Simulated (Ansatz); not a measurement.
```
S
1.0
     0.00000    6.12880   11.77667
     4.98374    0.00000   11.77667
     4.98374    6.12880    0.00000
S
32
Cartesian
  3.2448 7.5048 14.7493
  6.7227 4.7528 14.7493
  3.2448 4.7528 8.8040
  6.7227 7.5048 8.8040
  9.2145 7.8172 14.6923
  5.7367 10.5692 14.6923
  9.2145 10.5692 20.6377
  5.7367 7.8172 20.6377
  4.0519 8.1386 16.5269
  5.9156 4.1190 16.5269
  4.0519 4.1190 7.0264
  5.9156 8.1386 7.0264
  8.4075 7.1834 12.9148
  1.5600 5.0742 12.9148
  8.4075 5.0742 10.6386
  1.5600 7.1834 10.6386
  4.7885 7.1340 13.4483
  5.1790 5.1236 13.4483
  4.7885 5.1236 10.1051
  5.1790 7.1340 10.1051
  7.6709 8.1880 15.9934
  7.2803 10.1984 15.9934
  7.6709 10.1984 19.3366
  7.2803 8.1880 19.3366
  4.0575 6.5741 17.8519
  5.9100 5.6835 17.8519
  4.0575 5.6835 5.7014
  5.9100 6.5741 5.7014
  3.4181 2.6191 11.5898
  6.5493 9.6385 11.5898
  3.4181 9.6385 11.9636
  6.5493 2.6191 11.9636
```

Space group Fddd.

Theory: DFT LDA, scalar-relativistic, plane waves, PAW in Ansatz.

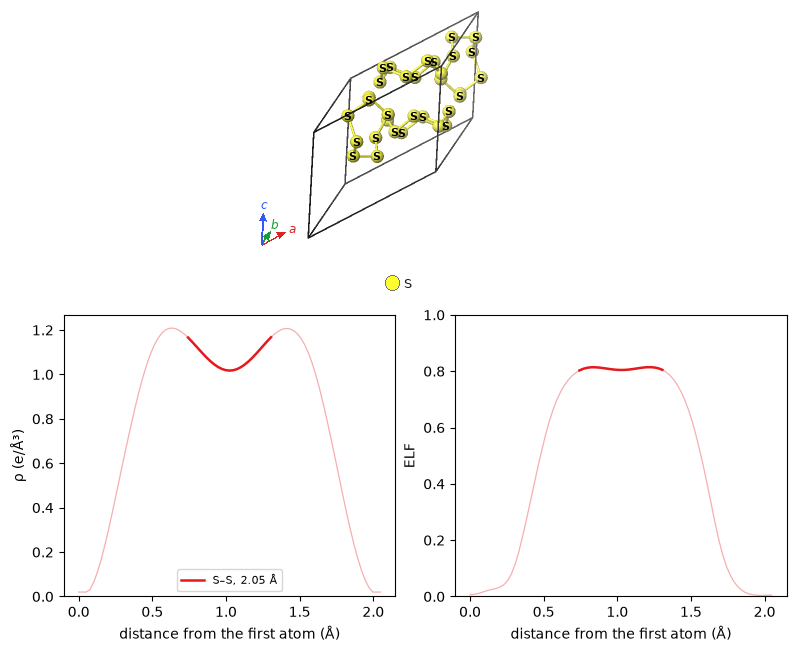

S. Valence charge density (pseudo) and ELF along straight lines between neighbouring atoms. Thin, pale parts lie inside the atomic spheres. The structure is drawn too.

Core electrons are frozen (PAW), and the valence fields are smoothed inside the atomic spheres.

**What can be read from the curves?**

S–S (2.05 Å): ρ at the midpoint is about 1 e/Å³; the ELF peaks at about 0.80 between the atoms (localised, covalent bonding).
